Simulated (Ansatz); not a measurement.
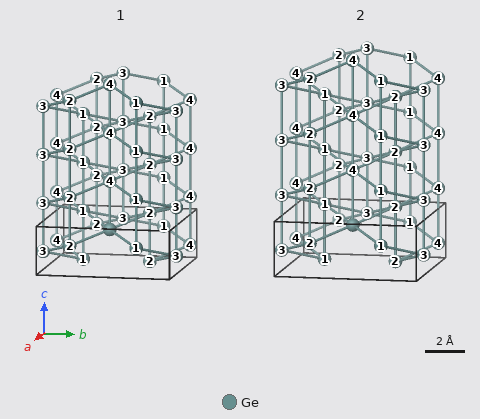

Two geometries of solid Ge (a generated structure, set up in I4_1/amd) (coarse preliminary run), drawn at one scale. One is the start of a relaxation, the other its converged end. A ball-and-stick model of the conventional cell (2 times the calculation's cell), repeated 1 × 1 × 4 with one cell outlined, seen slightly off an axis. Lengths and directions refer to the drawn axes.

Computed with DFT PBE, scalar-relativistic, plane waves, PAW in Ansatz. Settings: plane-wave cutoff 420 eV; k-point mesh 8 × 8 × 8; occupations gaussian; smearing width 0.1 eV; no spin polarisation; cell and atoms relaxed; force threshold 0.04 eV/Å; at most 70 steps.

### Which geometry has the lower energy?

Structure 2 is the relaxed one. After 5 accepted moves (7 points after the start) the energy has fallen by 331 meV per atom. All forces vanish by symmetry, so only the cell relaxes. The pressure goes from 28.50 to 0.11 GPa. The SCF was repeated twice at an unchanged geometry on a basis and grid sized afresh for the cell, which shifted the energy by 6.2 meV per atom at most. No atom moves by more than 0.005 Å relative to the cell. The drawn cell changes as follows: a = b 6.999 → 7.455 Å (+6.5 %), c 2.525 → 2.865 Å (+13.5 %); the volume changes by +28.7 %. Some distances before and after: Ge1–Ge1 2.525 → 2.865 Å, Ge1–Ge3 2.554 → 2.731 Å. The space group stays I4_1/amd (No. 141).
